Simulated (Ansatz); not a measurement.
Run report: C, geometry relaxation (part 1 of 2)

- system: C (4 atoms in the cell)
- method: DFT, PBE, dispersion d3bj, plane waves, PAW, no spin polarisation (Ansatz 0.2.0)

The structure derives from an entry of the Crystallography Open Database.

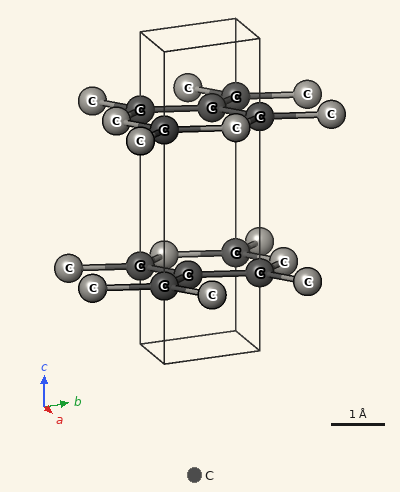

Figure 1. The input geometry (ball-and-stick view of the cell of the calculation, seen slightly off an axis; neighbours outside the cell are drawn fainter). An atom can appear more than once, as a periodic image.

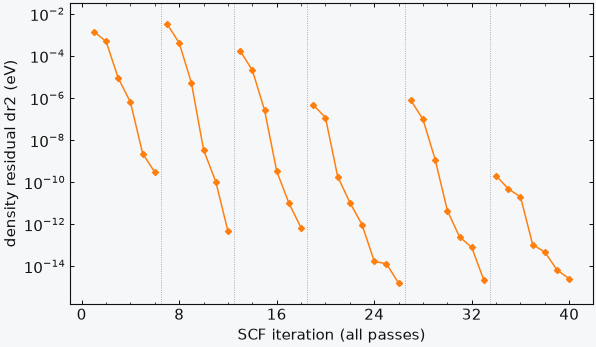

Figure 2. Convergence of the self-consistent field: density residual dr2 against the SCF iteration. The dotted lines part the SCF passes of the relaxation: geometry steps, rejected trials and re-solves on a re-selected basis. The 6 passes take 6 to 8 iterations each, 40 in all.

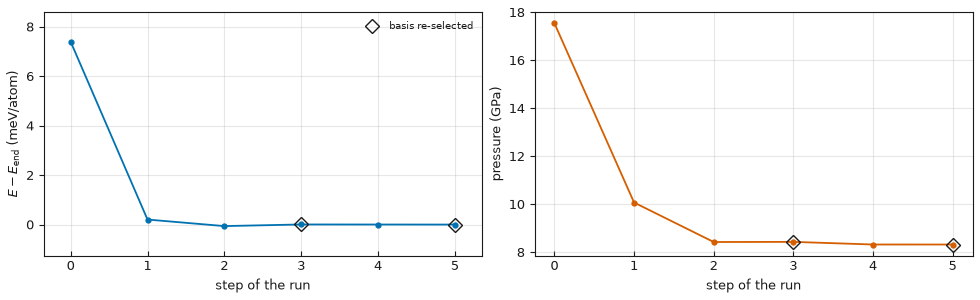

Figure 3. Progress of the relaxation, step by step (the first geometry is step 0 here and step 1 in the log).

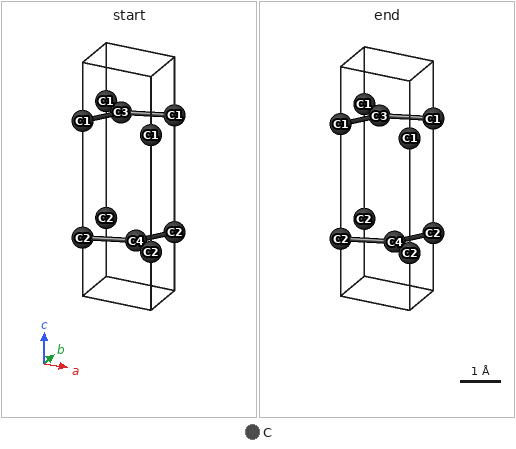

Figure 4. Before (left) and after (right) the relaxation, at one scale (ball-and-stick view of the cell of the calculation, seen slightly off an axis). Over 3 geometry steps the energy falls by 7.4 meV per atom. All forces vanish by symmetry, so only the cell relaxes. The pressure goes from 17.54 to 8.32 GPa. The basis was re-selected once at an unchanged geometry, which shifts the energy a little without any move. No atom moves by more than 0.005 Å relative to the cell. The drawn cell changes at constant volume: a = b 2.429 → 2.451 Å (+0.9 %), c 6.081 → 5.970 Å (−1.8 %). Distances before and after: C1–C3 1.402 → 1.415 Å. The space group stays P6_3/mmc (No. 194). The energy change given includes the shifts at the re-selections in mid-walk, which come without any move. A last SCF at the same geometry on a re-selected plane-wave basis shifts the energy by next to nothing (0.0 meV per atom). (Atoms are counted from 1 in the order of the input.)

These pictures come from the run below.

## Input file
```yaml
crystal:
  lattice:
    - [2.4286530581, 0.0, 0.0]
    - [-1.214326529, 2.1032752453, 0.0]
    - [0.0, 0.0, 6.0808866102]
  atoms:
    - { symbol: C, position: [0.0, 0.0, 0.75] }
    - { symbol: C, position: [0.0, 0.0, 0.25] }
    - { symbol: C, position: [0.3333333333, 0.6666666667, 0.75] }
    - { symbol: C, position: [0.6666666667, 0.3333333333, 0.25] }
basis:
  ecutwfc: 420
kpoints:
  mp_grid: { grid: [9, 9, 4] }
hamiltonian:
  xc: pbe
  dispersion: d3bj
scf:
  occupations: { method: fermi_dirac, width: 0.15 }
output:
  forces: true
  stress: true
  eigenvalues: true
relax:
  adjacent_minimum: "off"
  f_tol: 0.01
  max_steps: 30
  cell: { stress_tol: 0.1, fix: [volume] }
```

Launched with:
```bash
ansatz run input.yaml --threads 1 --pin off --max-ram 2560MiB --backend cpu --events-out ev --progress --plain --runs-dir out
```

## What the program printed
```
Engine: ansatz 0.2.0, x86_64-unknown-linux-gnu
Pseudopotentials: kind: paw
Pseudopotential: C, paw, valence charge 4, recommended cutoff 420 eV (normal), C.paw.azcp
Functional definition: PBE
  parameter kappa = 0.804
  parameter beta = 0.06672455060314922
  exchange = pbe_x(kappa = kappa, mu = beta*pi^2/3)
  correlation = pbe_c(beta = beta)
Crystal: 4 atoms, lattice volume = 31.062 Å³
Basis set: ecut = 420 eV, 579 PW (Γ), exchange–correlation on 36×36×90 points (8 copies of the dense FFT grid, shifted against one another)
Bands: 12, of which v1, the nominal top of the filled ones, is band 8 counted from 1 (7 counted from 0)
Symmetry: 24 space group operations
Space group: P63/mmc (ITA 194), of the structure as read, at distance tolerance 3.1e-5 Å
k-points: 36 of 324
Non-local potential: C, projectors of the file, l = 0: 2, l = 1: 2, l = 2: 1
PAW form: soft (Blöchl's): semilocal exchange-correlation on the pseudo side does not see the compensation charge
PAW one-centre angular grid: C, 110 points (default); XC on 64 Gauss nodes
Initial density: superposition of atomic densities (neutral atoms: chi_scale 0, normalization atom), corrected by the library's trained network
Initial wavefunctions: pseudopotential atomic-orbital guess
Functional: x = pbe(κ = 0.804, μ = 0.2195149727645171), c = pbe(β = 0.06672455060314922)
SCF iter   1: F=—  HF=-1004.212684 eV  |F-HF|=—  |Δ(HF+E_count)|=         —  Δρ=2.92e-3  dr2=1.42e-3  ethr=1.77e-3  ⟨swp⟩=4.8  Hψ=2262  notcnv=0
preconditioner: auto → none  [metal: Δε(μ)=0.026 eV  Ē_g=16.260 eV  σ=0.150 eV  W_gap=0.04  n_scr=4 (ndim 8)  ℏωp=26.7 eV  f_vac=0.000  D(μ)=0.21/eV (n_scr^D=2)  sad-step TF]
SCF iter   2: F=—  HF=-1004.214118 eV  |F-HF|=—  |Δ(HF+E_count)|=   1.43e-3  Δρ=1.66e-3  dr2=4.82e-4  ethr=8.87e-6  ⟨swp⟩=2.3  Hψ=987  notcnv=0
SCF iter   3: F=—  HF=-1004.214735 eV  |F-HF|=—  |Δ(HF+E_count)|=   6.17e-4  Δρ=2.31e-4  dr2=8.74e-6  ethr=3.01e-6  ⟨swp⟩=2.0  Hψ=715  notcnv=0
SCF iter   4: F=—  HF=-1004.214741 eV  |F-HF|=—  |Δ(HF+E_count)|=   5.70e-6  Δρ=7.99e-5  dr2=6.22e-7  ethr=5.46e-8  ⟨swp⟩=2.4  Hψ=721  notcnv=0
iter 5 did not close the SCF: its close was put off for the readings that it lacked (scf_convergence_deferred on its scf_iter line)
SCF iter   5: F=-1004.214742 eV  HF=-1004.214742 eV  |F-HF|=6.04e-9  |Δ(HF+E_count)|=   1.03e-6  Δρ=4.58e-6  dr2=2.26e-9  ethr=3.89e-9  ⟨swp⟩=2.0  Hψ=696  notcnv=0
SCF iter   6: F=-1004.214742 eV  HF=-1004.214742 eV  |F-HF|=7.64e-11  |Δ(HF+E_count)|=   6.19e-9  Δρ=1.64e-6  dr2=2.92e-10  ethr=1.41e-11  ⟨swp⟩=2.0  Hψ=1489  notcnv=0
SCF 1 converged in 6 iterations: F = -1004.214742 eV  dr2 = 2.92e-10
  greatest PAW one-centre occupation: 0.684 electrons in one spin orbital (limit 2), on the C atom at site 1 (counted from 0), in its partial waves of l = 0
relax step   1: F+E_penalty+E_count = -1004.21474211 eV  Δ(F+E_penalty+E_count) = +0.000e0 eV  max|allowed force component| = 3.701e-16 eV/Å  Δτ_max = 0.0000 Å  P = +17.539 GPa  Ω = 31.062 Å³  fix = [volume]  reactions: volume +17.539 GPa  (6 SCF iters, dr2 threshold 1.00e-7 eV, accepted)
Basis set: ecut = 420 eV, 591 PW (Γ), exchange–correlation on 36×36×90 points (8 copies of the dense FFT grid, shifted against one another)
Initial density: handed on by an earlier stage of this run
Initial wavefunctions: those handed on with the density
iter 1 solved again at ethr=2.29e-5 eV; its pass at ethr=3.10e-3 eV (dr2=3.66e-3 eV) is discarded
SCF iter   1: F=—  HF=-1004.244397 eV  |F-HF|=—  |Δ(HF+E_count)|=         —  Δρ=4.16e-3  dr2=3.33e-3  ethr=2.29e-5  ⟨swp⟩=2.0  Hψ=3436  notcnv=0
preconditioner: auto → none  [metal: Δε(μ)=0.015 eV  Ē_g=16.063 eV  σ=0.150 eV  W_gap=0.02  n_scr=4 (ndim 8)  ℏωp=26.7 eV  f_vac=0.000  D(μ)=0.21/eV (n_scr^D=2)]
SCF iter   2: F=—  HF=-1004.243515 eV  |F-HF|=—  |Δ(HF+E_count)|=   8.82e-4  Δρ=1.68e-3  dr2=4.07e-4  ethr=2.08e-5  ⟨swp⟩=2.8  Hψ=708  notcnv=0
SCF iter   3: F=—  HF=-1004.243494 eV  |F-HF|=—  |Δ(HF+E_count)|=   2.12e-5  Δρ=2.34e-4  dr2=5.20e-6  ethr=2.54e-6  ⟨swp⟩=2.4  Hψ=725  notcnv=0
SCF iter   4: F=—  HF=-1004.243501 eV  |F-HF|=—  |Δ(HF+E_count)|=   7.81e-6  Δρ=5.61e-6  dr2=3.36e-9  ethr=3.25e-8  ⟨swp⟩=2.6  Hψ=741  notcnv=0
iter 5 did not close the SCF: its close was put off for the readings that it lacked (scf_convergence_deferred on its scf_iter line)
SCF iter   5: F=-1004.243501 eV  HF=-1004.243501 eV  |F-HF|=9.79e-11  |Δ(HF+E_count)|=   4.06e-9  Δρ=8.66e-7  dr2=1.04e-10  ethr=2.10e-11  ⟨swp⟩=2.2  Hψ=749  notcnv=0
SCF iter   6: F=-1004.243501 eV  HF=-1004.243501 eV  |F-HF|=1.48e-12  |Δ(HF+E_count)|=  1.26e-10  Δρ=6.25e-8  dr2=4.54e-13  ethr=1.00e-12  ⟨swp⟩=1.0  Hψ=1269  notcnv=0
SCF 2 converged in 6 iterations: F = -1004.243501 eV  dr2 = 4.54e-13
  greatest PAW one-centre occupation: 0.679 electrons in one spin orbital (limit 2), on the C atom at site 1 (counted from 0), in its partial waves of l = 0
relax step   2: F+E_penalty+E_count = -1004.24350137 eV  Δ(F+E_penalty+E_count) = -2.876e-2 eV  max|allowed force component| = 6.291e-16 eV/Å  Δτ_max = 0.0000 Å  P = +10.070 GPa  Ω = 31.062 Å³  energy of the carried Pulay correction = +2.668e-4 eV  fix = [volume]  reactions: volume +10.070 GPa  (6 SCF iters, dr2 threshold 4.00e-7 eV, accepted)
Basis set: ecut = 420 eV, 589 PW (Γ), exchange–correlation on 36×36×90 points (8 copies of the dense FFT grid, shifted against one another)
iter 1 solved again at ethr=8.09e-7 eV; its pass at ethr=3.10e-3 eV (dr2=1.29e-4 eV) is discarded
SCF iter   1: F=—  HF=-1004.244602 eV  |F-HF|=—  |Δ(HF+E_count)|=         —  Δρ=9.39e-4  dr2=1.72e-4  ethr=8.09e-7  ⟨swp⟩=2.4  Hψ=3333  notcnv=0
preconditioner: auto → none  [metal: Δε(μ)=0.011 eV  Ē_g=16.038 eV  σ=0.150 eV  W_gap=0.02  n_scr=4 (ndim 8)  ℏωp=26.7 eV  f_vac=0.000  D(μ)=0.21/eV (n_scr^D=2)]
SCF iter   2: F=—  HF=-1004.244559 eV  |F-HF|=—  |Δ(HF+E_count)|=   4.31e-5  Δρ=3.77e-4  dr2=2.07e-5  ethr=8.09e-7  ⟨swp⟩=2.6  Hψ=715  notcnv=0
iter 3 did not close the SCF: its close was put off for the readings that it lacked (scf_convergence_deferred on its scf_iter line)
SCF iter   3: F=-1004.244558 eV  HF=-1004.244557 eV  |F-HF|=2.28e-7  |Δ(HF+E_count)|=   1.24e-6  Δρ=5.37e-5  dr2=2.64e-7  ethr=1.30e-7  ⟨swp⟩=2.4  Hψ=725  notcnv=0
iter 4 did not close the SCF: its close was put off for the readings that it lacked (scf_convergence_deferred on its scf_iter line)
SCF iter   4: F=-1004.244558 eV  HF=-1004.244558 eV  |F-HF|=2.74e-10  |Δ(HF+E_count)|=   2.36e-7  Δρ=1.46e-6  dr2=3.27e-10  ethr=1.65e-9  ⟨swp⟩=2.8  Hψ=741  notcnv=0
iter 5 did not close the SCF: its close was put off for the readings that it lacked (scf_convergence_deferred on its scf_iter line)
SCF iter   5: F=-1004.244558 eV  HF=-1004.244558 eV  |F-HF|=9.32e-12  |Δ(HF+E_count)|=  2.71e-10  Δρ=2.77e-7  dr2=9.91e-12  ethr=2.04e-12  ⟨swp⟩=2.0  Hψ=717  notcnv=0
SCF iter   6: F=-1004.244558 eV  HF=-1004.244558 eV  |F-HF|=1.14e-13  |Δ(HF+E_count)|=  1.27e-11  Δρ=5.45e-8  dr2=6.60e-13  ethr=1.00e-12  ⟨swp⟩=1.0  Hψ=1008  notcnv=0
SCF 3 converged in 6 iterations: F = -1004.244558 eV  dr2 = 6.60e-13
  greatest PAW one-centre occupation: 0.678 electrons in one spin orbital (limit 2), on the C atom at site 1 (counted from 0), in its partial waves of l = 0
relax step   3: F+E_penalty+E_count = -1004.24455759 eV  Δ(F+E_penalty+E_count) = -1.056e-3 eV  max|allowed force component| = 8.697e-16 eV/Å  Δτ_max = 0.0000 Å  P = +8.424 GPa  Ω = 31.062 Å³  energy of the carried Pulay correction = +3.267e-4 eV  fix = [volume]  reactions: volume +8.424 GPa  (6 SCF iters, dr2 threshold 4.00e-7 eV, accepted)
Basis set: ecut = 420 eV, 589 PW (Γ), exchange–correlation on 36×36×80 points (8 copies of the dense FFT grid, shifted against one another)
Initial wavefunctions: pseudopotential atomic-orbital guess (no wavefunctions were taken with the density)
iter 1 solved again at ethr=1.99e-7 eV; its pass at ethr=3.10e-3 eV (dr2=3.18e-5 eV) is discarded
SCF iter   1: F=—  HF=-1004.244229 eV  |F-HF|=—  |Δ(HF+E_count)|=         —  Δρ=1.15e-4  dr2=4.66e-7  ethr=1.99e-7  ⟨swp⟩=3.5  Hψ=3568  notcnv=0
preconditioner: auto → none  [metal: Δε(μ)=0.010 eV  Ē_g=16.042 eV  σ=0.150 eV  W_gap=0.02  n_scr=4 (ndim 8)  ℏωp=26.7 eV  f_vac=0.000  D(μ)=0.21/eV (n_scr^D=2)]
SCF iter   2: F=—  HF=-1004.244294 eV  |F-HF|=—  |Δ(HF+E_count)|=   6.55e-5  Δρ=5.82e-5  dr2=1.16e-7  ethr=2.92e-9  ⟨swp⟩=2.4  Hψ=716  notcnv=0
SCF iter   3: F=—  HF=-1004.244295 eV  |F-HF|=—  |Δ(HF+E_count)|=   1.04e-6  Δρ=1.96e-6  dr2=1.83e-10  ethr=7.24e-10  ⟨swp⟩=2.2  Hψ=722  notcnv=0
iter 4 did not close the SCF: its close was put off for the readings that it lacked (scf_convergence_deferred on its scf_iter line)
SCF iter   4: F=-1004.244295 eV  HF=-1004.244295 eV  |F-HF|=9.05e-11  |Δ(HF+E_count)|=   1.61e-9  Δρ=3.94e-7  dr2=1.06e-11  ethr=1.14e-12  ⟨swp⟩=2.4  Hψ=742  notcnv=0
iter 5 did not close the SCF: its close was put off for the readings that it lacked (scf_convergence_deferred on its scf_iter line)
SCF iter   5: F=-1004.244295 eV  HF=-1004.244295 eV  |F-HF|=7.96e-13  |Δ(HF+E_count)|=  9.66e-11  Δρ=6.05e-8  dr2=9.40e-13  ethr=1.00e-12  ⟨swp⟩=2.0  Hψ=481  notcnv=0
iter 6 did not close the SCF: its close was put off for the readings that it lacked (scf_convergence_deferred on its scf_iter line)
SCF iter   6: F=-1004.244295 eV  HF=-1004.244295 eV  |F-HF|=4.55e-13  |Δ(HF+E_count)|=  9.09e-13  Δρ=1.09e-8  dr2=1.70e-14  ethr=1.00e-12  ⟨swp⟩=1.0  Hψ=432  notcnv=0
iter 7 did not close the SCF: its close was put off for the readings that it lacked (scf_convergence_deferred on its scf_iter line)
SCF iter   7: F=-1004.244295 eV  HF=-1004.244295 eV  |F-HF|=2.27e-13  |Δ(HF+E_count)|=  2.27e-13  Δρ=8.14e-9  dr2=1.30e-14  ethr=1.00e-12  ⟨swp⟩=1.0  Hψ=432  notcnv=0
SCF iter   8: F=-1004.244295 eV  HF=-1004.244295 eV  |F-HF|=4.55e-13  |Δ(HF+E_count)|=  2.27e-13  Δρ=3.14e-9  dr2=1.56e-15  ethr=1.00e-12  ⟨swp⟩=1.7  Hψ=1113  notcnv=0
SCF 4 converged in 8 iterations: F = -1004.244295 eV  dr2 = 1.56e-15
```
